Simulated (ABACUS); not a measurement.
# Run report: KCl, band-structure run (part 1 of 2)

- system: KCl (Pm-3m, 2 atoms in the cell)
- method: Kohn-Sham DFT of a periodic cell, LDA, PseudoDojo NC SR 0.4.1 LDA standard, no spin polarisation (ABACUS 3.10.1)

The structure derives from a Materials Project entry.

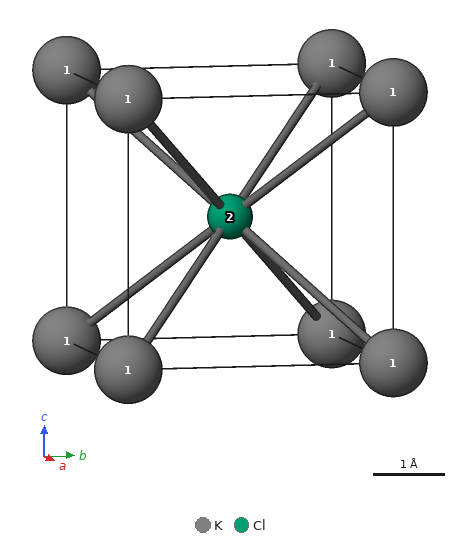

Figure 1. The input geometry (ball-and-stick view of the cell of the calculation, seen slightly off an axis; atoms are numbered from 1 in the order of the input). An atom can appear more than once, as a periodic image.

### Input
```
INPUT_PARAMETERS
suffix              KCl
calculation         scf
basis_type          pw
pseudo_dir          ./
symmetry            1
dft_functional      pz
ecutwfc             73
pseudo_rcut         7
nspin               1
nbands              18
ks_solver           dav
smearing_method     fd
smearing_sigma      0.00367493
scf_thr             1e-08
scf_nmax            100
mixing_type         broyden
mixing_beta         0.7
cal_force           1
cal_stress          1
out_chg             1
out_pot             2
out_elf             1
```

### File STRU
```
ATOMIC_SPECIES
K 39.0983 K.upf
Cl 35.4500 Cl.upf

LATTICE_CONSTANT
1.8897261246

LATTICE_VECTORS
3.8391960000 0.0000000000 0.0000000000
0.0000000000 3.8391960000 0.0000000000
0.0000000000 0.0000000000 3.8391960000

ATOMIC_POSITIONS
Cartesian

K
0.0
1
0.0000000000 0.0000000000 0.0000000000 1 1 1

Cl
0.0
1
1.9195980000 1.9195980000 1.9195980000 1 1 1
```

### File KPT
```
K_POINTS
0
Gamma
6 6 6 0 0 0
```

Run on 4 threads of Intel Xeon (Granite Rapids), 64 GiB of memory available, shared host.

Launched with:
```bash
OMP_NUM_THREADS=1 mpirun -np 4 abacus > log
```

### The program's output
```
ABACUS v3.10.1

               Atomic-orbital Based Ab-initio Computation at UStc

 ------------------------------------------------------------------------------------

 READING GENERAL INFORMATION
                           global_out_dir = OUT.KCl/
                           global_in_card = INPUT
                               pseudo_dir = ./
                              orbital_dir =
                                    DSIZE = 4
                                    GSIZE = 1

 READING UNITCELL INFORMATION
                                    ntype = 2
                  lattice constant (Bohr) = 1.88973
              lattice constant (Angstrom) = 1

 READING ATOM TYPE 1
                               atom label = K
                      L=0, number of zeta = 1
                      L=1, number of zeta = 1
                      L=2, number of zeta = 1
             number of atom for this type = 1

 READING ATOM TYPE 2
                               atom label = Cl
                      L=0, number of zeta = 1
                      L=1, number of zeta = 1
                      L=2, number of zeta = 1
             number of atom for this type = 1

                        TOTAL ATOM NUMBER = 2
CARTESIAN COORDINATES ( UNIT =       1.889726124600 Bohr ).
    atom                   x                   y                   z     mag                  vx                  vy                  vz
tauc_K1            0.0000000000        0.0000000000        0.0000000000  0.0000        0.0000000000        0.0000000000        0.0000000000
tauc_Cl1            1.9195980000        1.9195980000        1.9195980000  0.0000        0.0000000000        0.0000000000        0.0000000000

                          Volume (Bohr^3) = 381.872
                             Volume (A^3) = 56.5875

 Lattice vectors: (Cartesian coordinate: in unit of a_0)
              +3.8392                  +0                  +0
                   +0             +3.8392                  +0
                   +0                  +0             +3.8392
 Reciprocal vectors: (Cartesian coordinate: in unit of 2 pi/a_0)
            +0.260471                  -0                  +0
                   -0           +0.260471                  -0
                   +0                  -0           +0.260471
 The esolver type has been set to : ksdft_pw

                PAO radial cut off (Bohr) = 7

 Read in pseudopotential file is K.upf
                     pseudopotential type = NC
          exchange-correlation functional = SLAPWNOGXNOGC
                 nonlocal core correction = 1
                        valence electrons = 9
                                     lmax = 2
                           number of zeta = 3
                     number of projectors = 6
                           L of projector = 0
                           L of projector = 0
                           L of projector = 1
                           L of projector = 1
                           L of projector = 2
                           L of projector = 2
 XC functional updated to : pz
          exchange-correlation functional = PZ
                PAO radial cut off (Bohr) = 7

 Read in pseudopotential file is Cl.upf
                     pseudopotential type = NC
          exchange-correlation functional = SLAPWNOGXNOGC
                 nonlocal core correction = 1
                        valence electrons = 7
                                     lmax = 2
                           number of zeta = 2
                     number of projectors = 6
                           L of projector = 0
                           L of projector = 0
                           L of projector = 1
                           L of projector = 1
                           L of projector = 2
                           L of projector = 2
 XC functional updated to : pz
          exchange-correlation functional = PZ
     initial pseudo atomic orbital number = 9

 SETUP THE ELECTRONS NUMBER
             electron number of element K = 9
       total electron number of element K = 9
            electron number of element Cl = 7
      total electron number of element Cl = 7
            AUTOSET number of electrons:  = 16
                           occupied bands = 8
                                   NBANDS = 18
                                   NLOCAL = 18

%%%%%%%%%%%%%%%%%%%%%%%%%%%%%%%%%%%%%%%%%%%%%%%%%%%%%%%%%%%%%%%%%%%%%%%%%%%%%%%%%%%%%%%%%%%%%%%%%%%%%%%%%%
 Warning: the number of valence electrons in pseudopotential > 1 for K: [Ar] 4s1
 Pseudopotentials with additional electrons can yield (more) accurate outcomes, but may be less efficient.
 If you're confident that your chosen pseudopotential is appropriate, you can safely ignore this warning.
%%%%%%%%%%%%%%%%%%%%%%%%%%%%%%%%%%%%%%%%%%%%%%%%%%%%%%%%%%%%%%%%%%%%%%%%%%%%%%%%%%%%%%%%%%%%%%%%%%%%%%%%%%

 SETUP THE PLANE WAVE BASIS
 energy cutoff for charge/potential (unit:Ry) = 292
            fft grid for charge/potential = [ 40, 40, 40 ]
                        fft grid division = [ 1, 1, 1 ]
        big fft grid for charge/potential = [ 40, 40, 40 ]
                                     nbxx = 16000
                                     nrxx = 16000

 SETUP PLANE WAVES FOR CHARGE/POTENTIAL
                    number of plane waves = 32231
                         number of sticks = 1225

 PARALLEL PW FOR CHARGE/POTENTIAL
     PROC   COLUMNS(POT)             PW
        1            306           8058
        2            306           8058
        3            306           8058
        4            307           8057
 --------------- sum -------------------
        4           1225          32231
                            number of |g| = 325
                                  max |g| = 26.3918
                                  min |g| = 0

----------- Double Check Mixing Parameters Begin ------------
mixing_type: broyden
mixing_beta: 0.7
mixing_gg0: 1
mixing_gg0_min: 0.1
mixing_ndim: 8
----------- Double Check Mixing Parameters End ------------

 LATTICE VECTORS: (CARTESIAN COORDINATE: IN UNIT OF A0)
              +3.8392                  +0                  +0
                   +0             +3.8392                  +0
                   +0                  +0             +3.8392
                       right hand lattice = 1
                                   NORM_A = 3.8392
                                   NORM_B = 3.8392
                                   NORM_C = 3.8392
                           ALPHA (DEGREE) = 90
                           BETA  (DEGREE) = 90
                           GAMMA (DEGREE) = 90

 The lattice vectors have been changed (STRU_SIMPLE.cif)

(for optimal symmetric configuration:)
                             BRAVAIS TYPE = 1
                     BRAVAIS LATTICE NAME = 01. Cubic P (simple)
                                    ibrav = 1
                                    IBRAV = 1
                                  BRAVAIS = SIMPLE CUBIC
                       LATTICE CONSTANT A = 3.8392
Original cell was already a primitive cell.
                        ROTATION MATRICES = 48
              PURE POINT GROUP OPERATIONS = 48
                   SPACE GROUP OPERATIONS = 48
                              POINT GROUP = O_h
               POINT GROUP IN SPACE GROUP = O_h

 SETUP K-POINTS
                                    nspin = 1
                   Input type of k points = Monkhorst-Pack(Gamma)
                                   nkstot = 216
                       right hand lattice = 1
(for reciprocal lattice: )
                             BRAVAIS TYPE = 1
                     BRAVAIS LATTICE NAME = 01. Cubic P (simple)
                                    ibrav = 1
                       right hand lattice = 1
(for k-lattice: )
                             BRAVAIS TYPE = 1
                     BRAVAIS LATTICE NAME = 01. Cubic P (simple)
                                    ibrav = 1
                       right hand lattice = 1
                        ROTATION MATRICES = 48
                               nkstot_ibz = 20
K-POINTS REDUCTION ACCORDING TO SYMMETRY
     IBZ    DIRECT_X    DIRECT_Y    DIRECT_Z  WEIGHT  ibz2bz
       1  0.00000000  0.00000000  0.00000000  0.0046       0
       2  0.16666667  0.00000000  0.00000000  0.0278       1
       3  0.33333333  0.00000000  0.00000000  0.0278       2
       4  0.50000000  0.00000000  0.00000000  0.0139       3
       5  0.16666667  0.16666667  0.00000000  0.0556       7
       6  0.33333333  0.16666667  0.00000000  0.1111       8
       7  0.50000000  0.16666667  0.00000000  0.0556       9
       8  0.33333333  0.33333333  0.00000000  0.0556      14
       9  0.50000000  0.33333333  0.00000000  0.0556      15
      10  0.50000000  0.50000000  0.00000000  0.0139      21
      11  0.16666667  0.16666667  0.16666667  0.0370      43
      12  0.33333333  0.16666667  0.16666667  0.1111      44
      13  0.50000000  0.16666667  0.16666667  0.0556      45
      14  0.33333333  0.33333333  0.16666667  0.1111      50
      15  0.50000000  0.33333333  0.16666667  0.1111      51
      16  0.50000000  0.50000000  0.16666667  0.0278      57
      17  0.33333333  0.33333333  0.33333333  0.0370      86
      18  0.50000000  0.33333333  0.33333333  0.0556      87
      19  0.50000000  0.50000000  0.33333333  0.0278      93
      20  0.50000000  0.50000000  0.50000000  0.0046     129

                               nkstot now = 20
[... K-POINTS DIRECT COORDINATES: 20 rows ...]

           k-point number in this process = 20
       minimum distributed K point number = 20
[... stars of the k points ...]

[... K-POINTS CARTESIAN COORDINATES: 20 rows ...]

[... K-POINTS DIRECT COORDINATES: 20 rows ...]

 SETUP PLANE WAVES FOR WAVE FUNCTIONS
     energy cutoff for wavefunc (unit:Ry) = 73
              fft grid for wave functions = [ 40, 40, 40 ]
                    number of plane waves = 5185
                         number of sticks = 357

 PARALLEL PW FOR WAVE FUNCTIONS
     PROC   COLUMNS(POT)             PW
        1             90           1298
        2             89           1295
        3             89           1297
        4             89           1295
 --------------- sum -------------------
        4            357           5185

 SETUP NONLOCAL PSEUDOPOTENTIALS IN PLANE WAVE BASIS
 K non-local projectors:
 projector 1 L=0
 projector 2 L=0
 projector 3 L=1
 projector 4 L=1
 projector 5 L=2
 projector 6 L=2
 Cl non-local projectors:
 projector 1 L=0
 projector 2 L=0
 projector 3 L=1
 projector 4 L=1
 projector 5 L=2
 projector 6 L=2
      TOTAL NUMBER OF NONLOCAL PROJECTORS = 36

 Init Non-Local PseudoPotential table :
 Init Non-Local-Pseudopotential done.

                                     npwx = 1016

 Make real space PAO into reciprocal space.
       max mesh points in Pseudopotential = 701
     dq(describe PAO in reciprocal space) = 0.01
                                    max q = 1030

 number of pseudo atomic orbitals for K is 3
WARNING: norm of atomic wavefunction # 2 of atomic type K is 0.999998, renormalized
WARNING: norm of atomic wavefunction # 3 of atomic type K is 0.930208, renormalized

 number of pseudo atomic orbitals for Cl is 2
WARNING: norm of atomic wavefunction # 2 of atomic type Cl is 0.999911, renormalized

 -------------------------------------------
 SELF-CONSISTENT
 -------------------------------------------
                                 init_chg = atomic

 PW ALGORITHM --------------- ION=   1  ELEC=   1--------------------------------
 Notice: Threshold on eigenvalues was too large.
 hsover_error=0.16 > DRHO=0.0964794
 Origin diag ethr = 0.01
 New diag ethr = 0.000602996

 Density error is 0.0959893116585
                          Error Threshold = 0.000602996167068
----------------------------------------------------------
     Energy           Rydberg                 eV
----------------------------------------------------------
 E_KohnSham     -92.8924482215       -1263.8665969817
 E_Harris       -93.2251878141       -1268.3937513916
 E_Fermi        0.1896373241         2.5801481615
----------------------------------------------------------
```
